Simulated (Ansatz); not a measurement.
# Geometry relaxation, with input and output: CsCl (part 2 of 2)

Continued. System: CsCl (2 atoms in the cell). Method: DFT, PBEsol, plane waves, PAW, no spin polarisation (Ansatz 0.2.0); cutoff 420 eV, 6×6×6 k-mesh, Fermi–Dirac smearing of 0.03 eV. The structure was built on a prototype by a generator.

Geometry of the input (Å; fractional positions):
```
4.2363  0.0000  0.0000
0.0000  4.2363  0.0000
0.0000  0.0000  4.2363
Cs 0.0000  0.0000  0.0000
Cl 0.5000  0.5000  0.5000
```

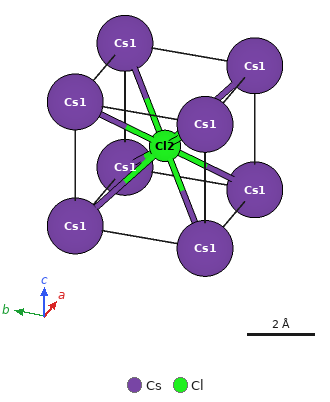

**Figure 1.** The geometry at step 2 of the log (ball-and-stick view of the cell of the calculation, seen at an oblique angle; atoms are numbered from 1 in the order of the input).

## Output, continued
```
SCF iter   1: F=—  HF=-6650.522316 eV  |F-HF|=—  |Δ(HF+E_count)|=         —  Δρ=7.39e-4  dr2=9.16e-4  ethr=5.67e-6  ⟨swp⟩=2.2  Hψ=1975  notcnv=0
preconditioner: auto → none  [insulator: Δε(μ)=5.252 eV  Ē_g=12.126 eV  σ=0.030 eV  W_gap=1.00  n_scr=6 (ndim 8)  ℏωp=16.9 eV  f_vac=0.000  D(μ)=0.00/eV (n_scr^D=0)  ε∞_Penn≈2.9]
SCF iter   2: F=—  HF=-6650.521988 eV  |F-HF|=—  |Δ(HF+E_count)|=   3.29e-4  Δρ=4.12e-4  dr2=8.97e-5  ethr=5.67e-6  ⟨swp⟩=2.5  Hψ=371  notcnv=0
SCF iter   3: F=—  HF=-6650.521968 eV  |F-HF|=—  |Δ(HF+E_count)|=   1.97e-5  Δρ=1.49e-4  dr2=1.21e-5  ethr=5.61e-7  ⟨swp⟩=2.0  Hψ=352  notcnv=0
SCF iter   4: F=-6650.521965 eV  HF=-6650.521965 eV  |F-HF|=3.26e-8  |Δ(HF+E_count)|=   2.85e-6  Δρ=1.47e-5  dr2=1.23e-7  ethr=1.25e-9  ⟨swp⟩=6.5  Hψ=1523  notcnv=0
SCF 4 converged in 4 iterations: F = -6650.521965 eV  dr2 = 1.23e-7
relax step   4: F+E_penalty+E_count = -6650.52196499 eV  Δ(F+E_penalty+E_count) = -2.660e-3 eV  max|allowed force component| = 2.588e-31 eV/Å  Δτ_max = 0.0000 Å  P = -0.086 GPa  Ω = 67.646 Å³  energy of the carried Pulay correction = +3.035e-5 eV  (4 SCF iters, dr2 threshold 2.00e-7 eV, accepted)
Crystal: 2 atoms, lattice volume = 67.347 Å³
iter 1 solved again at ethr=1.38e-7 eV; its pass at ethr=3.10e-3 eV (dr2=2.21e-5 eV) is discarded
SCF iter   1: F=—  HF=-6650.522055 eV  |F-HF|=—  |Δ(HF+E_count)|=         —  Δρ=1.07e-4  dr2=1.85e-5  ethr=1.38e-7  ⟨swp⟩=2.1  Hψ=1813  notcnv=0
preconditioner: auto → none  [insulator: Δε(μ)=5.222 eV  Ē_g=12.120 eV  σ=0.030 eV  W_gap=1.00  n_scr=6 (ndim 8)  ℏωp=16.9 eV  f_vac=0.000  D(μ)=0.00/eV (n_scr^D=0)  ε∞_Penn≈3.0]
SCF iter   2: F=—  HF=-6650.522048 eV  |F-HF|=—  |Δ(HF+E_count)|=   7.30e-6  Δρ=5.42e-5  dr2=1.60e-6  ethr=1.16e-7  ⟨swp⟩=2.1  Hψ=363  notcnv=0
SCF iter   3: F=—  HF=-6650.522051 eV  |F-HF|=—  |Δ(HF+E_count)|=   3.24e-6  Δρ=1.88e-5  dr2=1.84e-7  ethr=1.00e-8  ⟨swp⟩=2.0  Hψ=357  notcnv=0
SCF iter   4: F=-6650.522051 eV  HF=-6650.522051 eV  |F-HF|=1.36e-10  |Δ(HF+E_count)|=   6.55e-8  Δρ=1.26e-6  dr2=8.64e-10  ethr=1.14e-10  ⟨swp⟩=5.9  Hψ=1446  notcnv=0
SCF 5 converged in 4 iterations: F = -6650.522051 eV  dr2 = 8.64e-10
relax step   5: F+E_penalty+E_count = -6650.52205103 eV  Δ(F+E_penalty+E_count) = -8.605e-5 eV  max|allowed force component| = 1.315e-30 eV/Å  Δτ_max = 0.0000 Å  P = -0.005 GPa  Ω = 67.347 Å³  energy of the carried Pulay correction = +3.150e-5 eV  (4 SCF iters, dr2 threshold 1.83e-8 eV, accepted)
Initial wavefunctions: pseudopotential atomic-orbital guess (no wavefunctions were taken with the density)
iter 1 solved again at ethr=4.66e-7 eV; its pass at ethr=3.10e-3 eV (dr2=7.45e-5 eV) is discarded
SCF iter   1: F=—  HF=-6650.522013 eV  |F-HF|=—  |Δ(HF+E_count)|=         —  Δρ=2.03e-5  dr2=2.67e-8  ethr=4.66e-7  ⟨swp⟩=3.0  Hψ=2342  notcnv=0
eigensolver tolerance schedule: the retry pair's looser diagonalisation over-reported the residual by 2794.66 of it (diagonalisation noise at 0.72 of the residual, at the tolerance the schedule requests for it); recorded, not acted on — ethr = c·dr2/N_el stays at c = 1.0e-1
preconditioner: auto → none  [insulator: Δε(μ)=5.227 eV  Ē_g=12.122 eV  σ=0.030 eV  W_gap=1.00  n_scr=6 (ndim 8)  ℏωp=16.9 eV  f_vac=0.000  D(μ)=0.00/eV (n_scr^D=0)  ε∞_Penn≈3.0]
SCF iter   2: F=—  HF=-6650.522010 eV  |F-HF|=—  |Δ(HF+E_count)|=   2.95e-6  Δρ=1.02e-5  dr2=7.13e-9  ethr=1.67e-10  ⟨swp⟩=2.6  Hψ=444  notcnv=0
SCF iter   3: F=—  HF=-6650.522010 eV  |F-HF|=—  |Δ(HF+E_count)|=   3.67e-8  Δρ=1.81e-6  dr2=3.20e-9  ethr=4.46e-11  ⟨swp⟩=2.0  Hψ=393  notcnv=0
SCF iter   4: F=—  HF=-6650.522010 eV  |F-HF|=—  |Δ(HF+E_count)|=  8.59e-10  Δρ=3.05e-7  dr2=8.17e-11  ethr=2.00e-11  ⟨swp⟩=2.1  Hψ=313  notcnv=0
SCF iter   5: F=-6650.522010 eV  HF=-6650.522010 eV  |F-HF|=2.73e-12  |Δ(HF+E_count)|=  2.73e-12  Δρ=5.89e-8  dr2=6.59e-13  ethr=1.00e-12  ⟨swp⟩=6.3  Hψ=1114  notcnv=0
SCF 6 converged in 5 iterations: F = -6650.522010 eV  dr2 = 6.59e-13
relax step   6: F+E_penalty+E_count = -6650.52201034 eV  Δ(F+E_penalty+E_count) = +4.070e-5 eV  max|allowed force component| = 6.771e-30 eV/Å  Δτ_max = 0.0000 Å  P = -0.004 GPa  Ω = 67.347 Å³  stress off target by 3.92e-3 GPa  SCF on the basis re-selected at this cell (its energy is not comparable with the rows above)  (5 SCF iters)
basis re-selected at this cell: Δ(F+E_penalty+E_count) = +4.070e-5 eV, ΔP = +0.001 GPa vs the last step (what re-selecting the basis moved, of the pressure what is left beyond the Pulay correction that the steps carried, after the strain that the cell walked since its last selection, with what the two solves' SCF thresholds leave and, on support functions, any second-order correction that the steps lacked; it is no measure of the basis error at this ecutwfc). This SCF's stress stands 3.92e-3 GPa from its target on what of the cell is left free (relax.cell.stress_tol is 5.00e-2 GPa) and its largest allowed force component is 6.77e-30 eV/Å (relax.f_tol is 1.00e-2 eV/Å): within both
SCF converged after 5 iterations
Free energy (F): -6650.522010 eV
Harris-Foulkes:  -6650.522010 eV  (|F-HF|=2.73e-12)
Internal energy: -6650.522010 eV  (E = F + TS)
E sigma→0 (E₀):  -6650.522010 eV
Fermi energy:    5.889367 eV
--- Per-component energies (eV) ---
  E_band       = -49.879467
  E_kinetic    = 304.275752
  E_local      = -410.733786  (includes V_loc(G=0)·N_el)
  E_nonlocal   = 60.089322
  E_hartree    = 132.284641
  E_xc         = -279.808010
  E_vxc        = -249.044146  (∫ρ·V_xc dr)
  E_paw        = -5625.316570  (= ΣΔE_a)
  E_vpaw       = -19.035974  (= ΣTr[D̂ρ^β])
  E_aug_tail   = 0.000092  (compensation charges beyond the density's cutoff)
  E_ewald      = -831.536043
  E_core_change = 0.222592  (= ΣΔE_core)
  E_smearing   = -0.000000  (= −TS)
  E_closure    = -0.000000  (closes the sum)
  Σ components = -6650.522010   (vs F -6650.522010, Δ=0.00e0)
--- Forces (eV/Å), atoms counted from 1 ---
  atom   1  Cs    -0.00000000    -0.00000000     0.00000000
  atom   2  Cl     0.00000000    -0.00000000     0.00000000
  max |Σ_I F_I| component: 1.38e-29 eV/Å
--- Stress (GPa, compression-positive) ---
       -0.003921      -0.000000      -0.000000
       -0.000000      -0.003921      -0.000000
       -0.000000      -0.000000      -0.003921
  P = ⅓ Tr σ = -0.0039 GPa (-0.039 kbar)
--- Band table (eV; the first three rows and the last of 20) ---
  k-point 0: bands = ["-16.0440", "-8.9456", "-2.4834", "-2.4834", "-2.4834", "3.2657", "3.2657", "3.2657", "8.4930", "8.4930", "8.5050", "13.3947"]
  k-point 1: bands = ["-16.0197", "-8.9597", "-2.6470", "-2.4422", "-2.4422", "2.8773", "3.1986", "3.1986", "8.6857", "9.0951", "9.2600", "13.1422"]
  k-point 2: bands = ["-15.9701", "-8.9922", "-2.9338", "-2.3565", "-2.3565", "2.2444", "3.0581", "3.0581", "9.1987", "10.2856", "11.0519", "12.8700"]
  k-point 19: bands = ["-15.7846", "-8.7606", "-3.0777", "-3.0777", "-3.0777", "2.0339", "2.0339", "2.0339", "11.8632", "11.8632", "11.8632", "13.7702"]
--- Relaxed structure (5 steps of the walk, 5 accepted, 1 SCFs on fresh bases) ---
  F+E_penalty+E_count = -6650.52201034 eV   max|allowed force component| = 6.771e-30 eV/Å   (the final SCF, on the basis selected at the relaxed cell)
  cell:  # Å, volume = 67.3470 Å³
    - [4.0685469831381385, -3.9802552184002877e-33, 1.444447458290427e-34]
    - [-3.9802552184002877e-33, 4.0685469831381385, 1.925929944387236e-34]
    - [1.1716073828355684e-33, 1.925929944387236e-34, 4.0685469831381385]
  atoms:
    - { symbol: Cs, position: [-6.819331014708687e-35, 2.8413879227916252e-36, 1.8942586152005185e-36] }
    - { symbol: Cl, position: [0.49999999999999994, 0.49999999999999994, 0.49999999999999994] }
```

## File v_z.tsv
```
# z_ang	v_es[eV]	v_tot[eV]
# format = ansatz-planar-average/11
# xc	pbesol
# density_cutoff_ev	1680
# datasets	Cs=:simpson_from_first_knot:soft:shift=-1117510	Cl=:simpson_from_first_knot:soft:shift=-342430
# lattice	4.068546983	-0.000000000	0.000000000
# lattice	-0.000000000	4.068546983	0.000000000
# lattice	0.000000000	0.000000000	4.068546983
# sites	2
# site	55	-0.000000000	0.000000000	0.000000000
# site	17	2.034273492	2.034273492	2.034273492
0.000000	7.893087e-1	-8.915998e0
0.135618	8.815228e-1	-8.693598e0
0.271236	1.163047e0	-8.196747e0
0.406855	1.643995e0	-7.507829e0
0.542473	2.348091e0	-6.523538e0
0.678091	3.285648e0	-5.316323e0
0.813709	4.411232e0	-3.958986e0
0.949328	5.545293e0	-2.667519e0
1.084946	6.394202e0	-1.742871e0
1.220564	6.639926e0	-1.495745e0
1.356182	6.187792e0	-2.044954e0
1.491801	5.313498e0	-3.046827e0
1.627419	4.356050e0	-4.188757e0
1.763037	3.553362e0	-5.122849e0
1.898655	3.025812e0	-5.841425e0
2.034273	2.841600e0	-6.202838e0
2.169892	3.025812e0	-5.841425e0
2.305510	3.553362e0	-5.122849e0
2.441128	4.356050e0	-4.188757e0
2.576746	5.313498e0	-3.046827e0
2.712365	6.187792e0	-2.044954e0
2.847983	6.639926e0	-1.495745e0
2.983601	6.394202e0	-1.742871e0
3.119219	5.545293e0	-2.667519e0
3.254838	4.411232e0	-3.958986e0
3.390456	3.285648e0	-5.316323e0
3.526074	2.348091e0	-6.523538e0
3.661692	1.643995e0	-7.507829e0
3.797311	1.163047e0	-8.196747e0
3.932929	8.815228e-1	-8.693598e0
```

## Trajectory as extended XYZ (Å, eV, eV/Å), 6 frames, from step=1 to step=6
```
2
Lattice="4.2363 0.0000 0.0000 0.0000 4.2363 0.0000 0.0000 0.0000 4.2363" Properties=species:S:1:pos:R:3:forces:R:3 step=1 energy=-6650.47185 pressure_GPa=-1.63
Cs    0.0000    0.0000    0.0000    0.0000   0.0000   0.0000
Cl    2.1182    2.1182    2.1182    0.0000   0.0000   0.0000
2
Lattice="4.1762 0.0000 0.0000 0.0000 4.1762 0.0000 0.0000 0.0000 4.1762" Properties=species:S:1:pos:R:3:forces:R:3 step=2 energy=-6650.50003 pressure_GPa=-1.18
Cs    0.0000    0.0000    0.0000    0.0000   0.0000   0.0000
Cl    2.0881    2.0881    2.0881    0.0000   0.0000   0.0000
2
Lattice="4.0328 0.0000 0.0000 0.0000 4.0328 0.0000 0.0000 0.0000 4.0328" Properties=species:S:1:pos:R:3:forces:R:3 step=3 energy=-6650.51930 pressure_GPa=0.52
Cs    0.0000    0.0000    0.0000    0.0000   0.0000   0.0000
Cl    2.0164    2.0164    2.0164    0.0000   0.0000   0.0000
2
Lattice="4.0746 0.0000 0.0000 0.0000 4.0746 0.0000 0.0000 0.0000 4.0746" Properties=species:S:1:pos:R:3:forces:R:3 step=4 energy=-6650.52196 pressure_GPa=-0.09
Cs    0.0000    0.0000    0.0000    0.0000   0.0000   0.0000
Cl    2.0373    2.0373    2.0373    0.0000   0.0000   0.0000
2
Lattice="4.0685 0.0000 0.0000 0.0000 4.0685 0.0000 0.0000 0.0000 4.0685" Properties=species:S:1:pos:R:3:forces:R:3 step=5 energy=-6650.52205 pressure_GPa=-0.00
Cs    0.0000    0.0000    0.0000    0.0000   0.0000   0.0000
Cl    2.0343    2.0343    2.0343    0.0000   0.0000   0.0000
2
Lattice="4.0685 0.0000 0.0000 0.0000 4.0685 0.0000 0.0000 0.0000 4.0685" Properties=species:S:1:pos:R:3:forces:R:3 step=6 energy=-6650.52201 pressure_GPa=-0.00
Cs    0.0000    0.0000    0.0000    0.0000   0.0000   0.0000
Cl    2.0343    2.0343    2.0343    0.0000   0.0000   0.0000
```

## Key numbers

```csv
quantity,value
outcome,converged
space group (tolerance 0.01 Å),Pm-3m (221)
electrons treated,16
free energy,−6650.5220 eV
Fermi energy,5.889 eV
gap on the k-point mesh,5.23 eV
pressure,0.00 GPa
final volume,67.35 Å³
largest force (length of the vector) at the end,under 0.001 eV/Å
final cell,"a = 4.069 Å, b = 4.069 Å, c = 4.069 Å, α = 90.00°, β = 90.00°, γ = 90.00°"
hardware,"2 threads of Intel Xeon (Sapphire Rapids), 32 GiB of memory available, shared host"
wall time,2.9 s (CPU time 5.2 s)
peak memory,0.38 GiB
```
